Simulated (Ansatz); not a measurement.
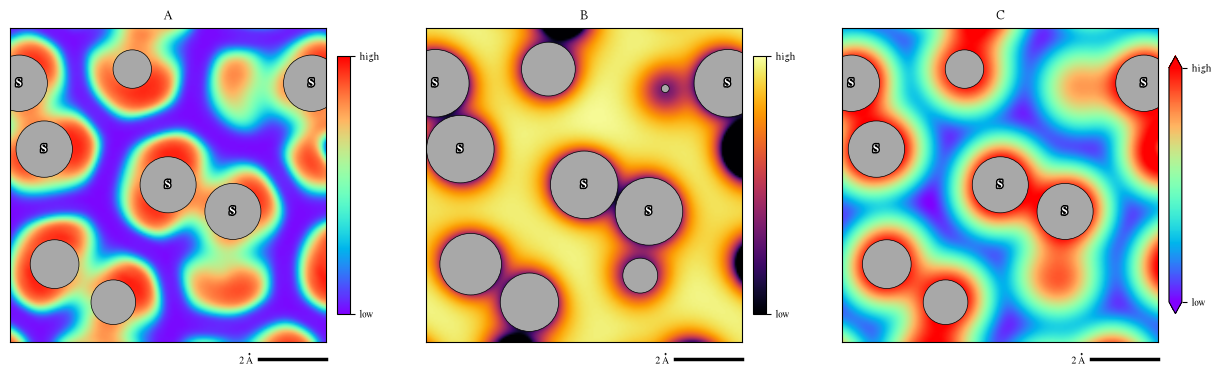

S: 3 fields on the (111) plane of the conventional cell, with unlabelled colour scales. Grey discs cover the atomic cores.

Space group P3₂21; a structure from a database of computed crystals, not necessarily the ambient phase.

All numbers below come from DFT PBE+D3(BJ), scalar-relativistic, plane waves, PAW in Ansatz.

> Which field does each panel show? The fields are: electron localisation function, electrostatic potential energy of an electron and valence pseudo-density.

Panel A: electron localisation function. Panel B: electrostatic potential energy of an electron (low next to the atoms, rising into the space between them). Panel C: valence pseudo-density.
